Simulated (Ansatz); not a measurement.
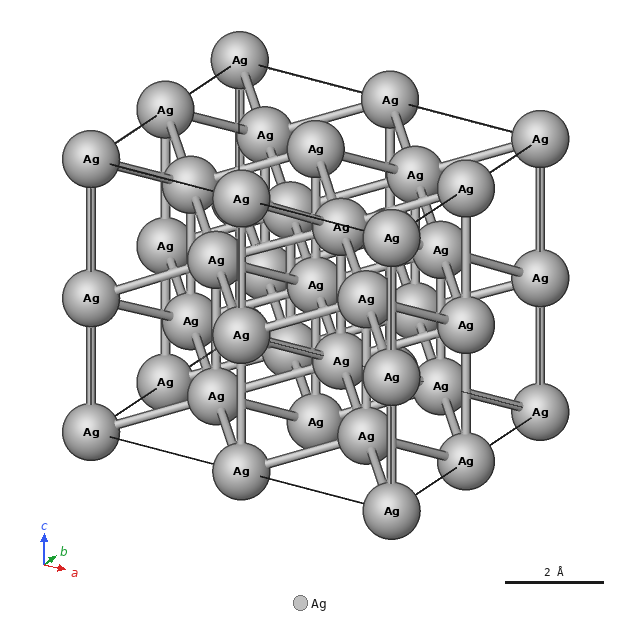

The image is a ball-and-stick drawing of a crystal, viewed slightly off an axis. The edges of the conventional unit cell are marked.

Ag, space group R3m (No. 160), a = 9.37 Å, b = 9.37 Å, c = 5.74 Å, α = 90.00°, β = 90.00°, γ = 120.00°.

Run with DFT r2SCAN, scalar-relativistic, plane waves, PAW in Ansatz and these settings: a plane-wave cutoff of 500 eV, k-points about 0.13 Å⁻¹ apart, Gaussian smearing of 0.15 eV, no spin polarisation.

### What is the electronic character?

A metal: bands cross the Fermi level.

### Would the cell expand or shrink if it could?

The computed pressure is -3.5 GPa (stretched: it would shrink).

The structure comes from a structure listed in the Materials Project. The cell was then strained or its atoms displaced on purpose. A calculation with Ansatz used it as input.
